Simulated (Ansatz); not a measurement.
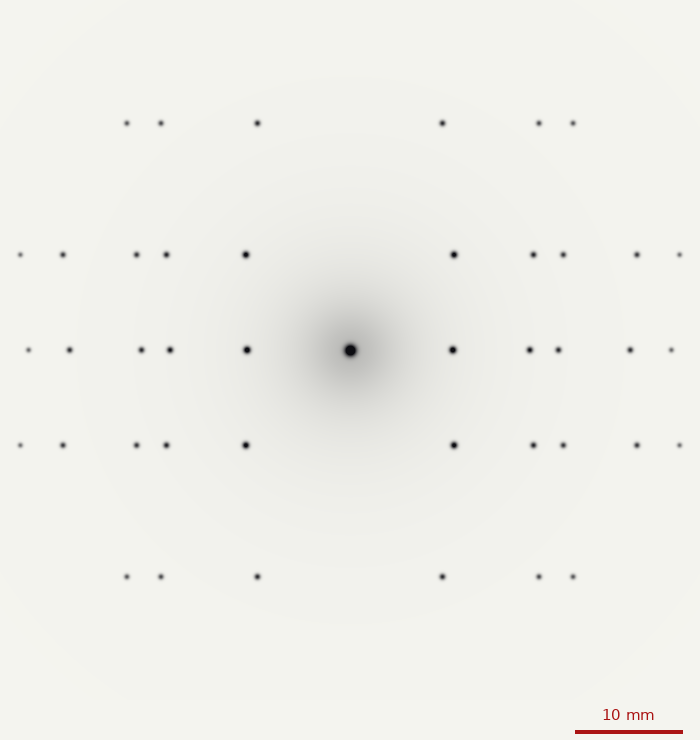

Simulated X-ray rotation photograph: Mo Kα radiation (λ = 0.7107 Å), cylindrical film of radius 28.65 mm unrolled, rotation axis vertical and normal to the beam, kinematic intensities without Lorentz or polarisation factors, the film spanning ±63° about the beam; spots down to d = 0.68 Å.

Question: What lattice repeat along the rotation axis do the layer lines give?

Answer: The first layer line lies 9.0 mm from the equator, so tan ν = 0.313, sin ν = 0.299 and the period is λ/sin ν = 2.38 Å. Further lines follow at 21.4 mm.

The crystal is Cu, space group P6/mmm (No. 191), a = 2.44 Å, c = 2.38 Å (hexagonal axes). Structure: the end point of a relaxation with DFT PBEsol, scalar-relativistic, plane waves, PAW (Ansatz 0.2.0); the starting structure was generated, so it need not be a known form of this composition.

Question: About which axis was it rotated?

Answer: About [001], whose length in the conventional cell is 2.378 Å. The period alone comes close to that of [100] as well.
